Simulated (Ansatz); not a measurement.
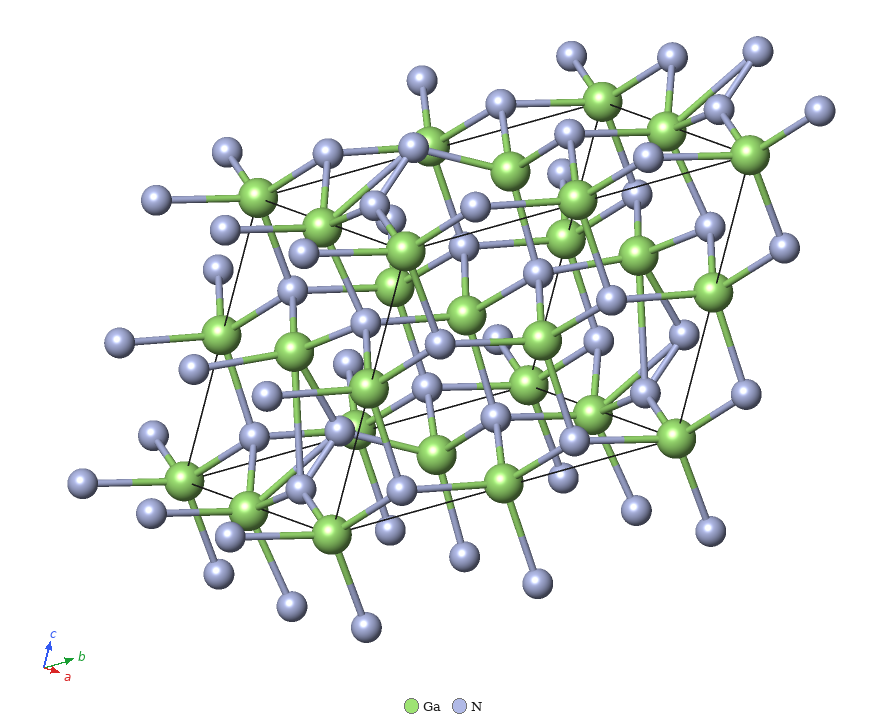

Crystal structure, ball-and-stick style, seen slightly off an axis. The simulation cell is outlined; an atom on or near a face, edge or corner is repeated at each equivalent position. Some neighbours outside the box are added.

Notes on the structure:

Its composition is Ga8N9. Symmetry: P1 (translations only). Atoms per cell: 17 (8 Ga, 9 N).

Its origin is a structure listed in the Materials Project, repeated into a supercell with a point defect put in. The cell was then strained or its atoms displaced on purpose. It was run through Ansatz as a DFT input.
